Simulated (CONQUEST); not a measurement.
## A series of single points on Be

System: Be (P6₃/mmc, 4 atoms in the cell).
Method: Kohn-Sham DFT of a periodic cell, PBE, PseudoDojo NC PBE, no spin polarisation (CONQUEST 1.3).

The 7 runs differ only in the geometry, by an even scaling of the cell at fixed fractional positions. The structure derives from an entry of the Crystallography Open Database.

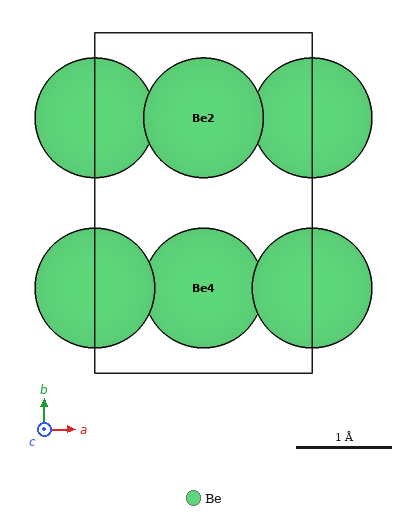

Figure 1. The structure of run 4 (spheres-only view of the cell of the calculation, along the c axis; atoms are numbered from 1 in the order of the input).

**Input of run 4**
```
IO.Title Be
IO.Coordinates coords.dat
IO.FractionalAtomicCoords T
IO.Iprint 2
IO.Iprint_init 1
General.NumberOfSpecies 1
General.PseudopotentialType hamann
AtomMove.TypeOfRun static
AtomMove.FullStress T
Grid.PointsAlongX 24
Grid.PointsAlongY 36
Grid.PointsAlongZ 40
DM.SolutionMethod diagon
Diag.MPMesh T
Diag.GammaCentred T
Diag.MPMeshX 11
Diag.MPMeshY 8
Diag.MPMeshZ 7
Diag.kT 0.00183747
minE.SCTolerance 1e-6
SC.MaxIters 100
IO.AtomChargeOutput T
%block ChemicalSpeciesLabel
1 9.010 Be
%endblock
```

Command:
```bash
Conquest
```

Lattice vectors (Å) and fractional positions of run 4:
```
   2.285300    0.000000    0.000000
   0.000000    3.584200    0.000000
   0.000000    0.000000    3.958256
Be  0.000000  0.750000  0.333333
Be  0.500000  0.750000  0.833333
Be  0.000000  0.250000  0.666667
Be  0.500000  0.250000  0.166667
```

Run 6 has the same physical settings and fractional positions; its lattice vectors (Å) are:
```
   2.315373    0.000000    0.000000
   0.000000    3.631366    0.000000
   0.000000    0.000000    4.010344
```

**Results, with one run withheld**

| run | volume per atom (Å³) | free energy per atom, from the lowest run given (meV) | pressure (GPa) |
| --- | --- | --- | --- |
| 1 | 7.619 | 9.62 | 7.39 |
| 2 | 7.781 | 3.68 | 4.44 |
| 3 | 7.943 | 0.56 | 1.80 |
| 4 | 8.105 | 0.00 | −0.64 |
| 5 | 8.268 | 1.77 | −2.84 |
| 6 | 8.430 | ? | ? |
| 7 | 8.592 | 11.57 | −6.71 |

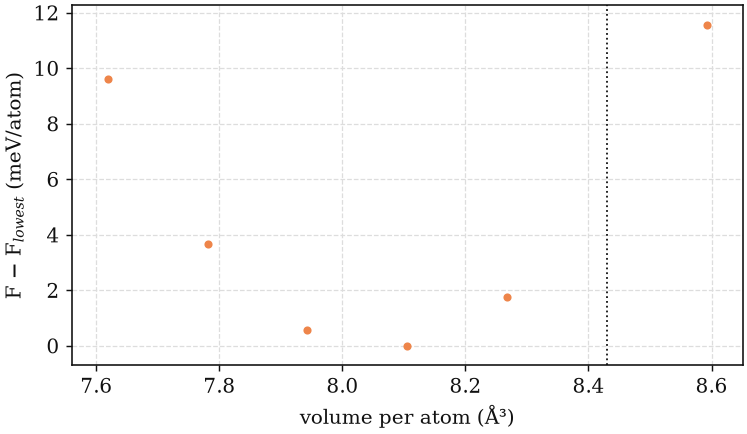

Figure 2. Free energy per atom of the runs given; the dotted line marks run 6.

What should run 6 give?

A cubic polynomial in V^(−2/3) (the Birch–Murnaghan form), fitted to the 6 runs given, misses them by at most 0.01 meV per atom. With x = V^(−2/3) − 0.24915 Å⁻², it reads F = −0.076314 + 90.896 x + 1.0766e+05 x² − 1.093e+05 x³ (meV per atom). At run 6 it gives 5.70 meV per atom, and the run itself gives 5.69. The slope of the fit gives a pressure −dF/dV of −4.87 GPa there, and the run prints −4.87 GPa. The fit has its minimum at 8.061 Å³ per atom, where V d²F/dV² gives 118 GPa. Cell shape and fractional positions are held, so this is the stiffness under even scaling; the relaxed bulk modulus wasn't computed.

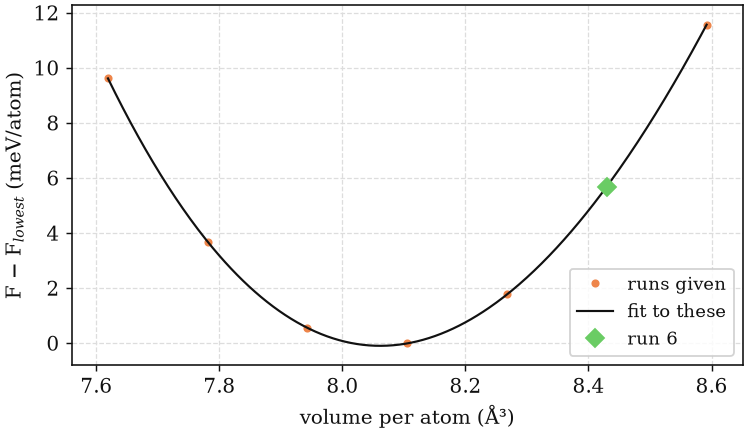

Figure 3. The fit and the withheld run.

**Some lines of the output (run 6)**
```
[...]
      Using Fermi-Dirac smearing
          Free Energy (E-TS)               :       -55.787604773675966 Ha
          DFT Total Energy                 :       -55.785618483765880 Ha
          Free Energy (E-TS)               :       -55.786198851819421 Ha
          DFT Total Energy                 :       -55.785679030803408 Ha
          Free Energy (E-TS)               :       -55.785781024450245 Ha
          DFT Total Energy                 :       -55.785697138557452 Ha
          Free Energy (E-TS)               :       -55.785780693129666 Ha
          DFT Total Energy                 :       -55.785696780863610 Ha
          Free Energy (E-TS)               :       -55.785780343727488 Ha
          DFT Total Energy                 :       -55.785696432833134 Ha
      | Free Energy as E-TS      =       -55.785780343727488 Ha
      |* DFT total energy        =       -55.785696432833134 Ha
    force: Average pressure:     -4.86821051 GPa
```

Notes: With a small basis of atomic orbitals these values can differ much from converged plane-wave results.
